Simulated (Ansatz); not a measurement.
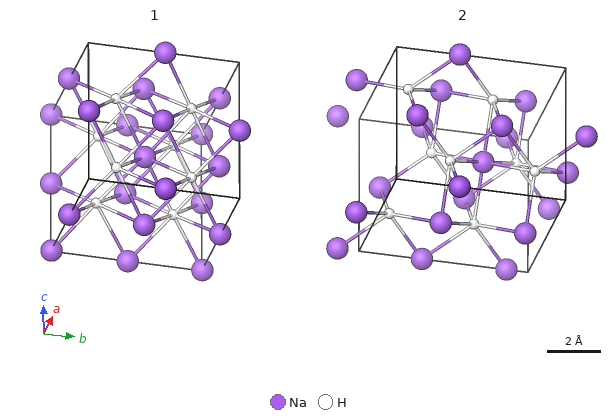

Two geometries of crystalline NaH (built on the CsCl type), drawn at one scale. One is the start of a relaxation, the other its converged end. The picture is a ball-and-stick view of the cell of the calculation, seen from a free direction.

Method: DFT, PBEsol, plane waves, PAW in Ansatz. (plane-wave cutoff 420 eV; k-point mesh 4 × 4 × 4; occupations fermi dirac; smearing width 0.05 eV; no spin polarisation; cell and atoms relaxed; force threshold 0.01 eV/Å; at most 120 steps)

Which one is relaxed?

Structure 2 is the relaxed one. Case: shaken. The atom that moves furthest relative to the cell is an H atom (0.99 Å along [0 3 2]). By element the largest moves are H 0.99 Å, Na 0.90 Å. The drawn cell changes as follows: a 5.908 → 5.844 Å (−1.1 %), b 5.910 → 6.622 Å (+12.0 %), c 5.920 → 5.741 Å (−3.0 %), α 90.5° → 90.0°, β 90.5° → 90.0°, γ 90.1° → 90.0°; the volume changes by +7.5 %. Among the contacts that change: H–Na 2.510 → 4.095 Å, H–Na 2.543 → 4.093 Å, H–Na 2.582 → 4.094 Å, H–Na 2.609 → 4.095 Å. The space group (tolerance 0.01 Å) goes from P1 (No. 1) to P6_3/mmc (No. 194). The energy falls by 1.692 eV per cell of the calculation in 12 accepted moves (14 points after the start). Largest force component: 0.13 eV/Å at the start, 0.00063 eV/Å at the end. The pressure goes from −0.38 to 0.01 GPa. The SCF was repeated twice at an unchanged geometry on a basis and grid sized afresh for the cell, which shifted the energy by 15.5 meV per cell of the calculation at most.
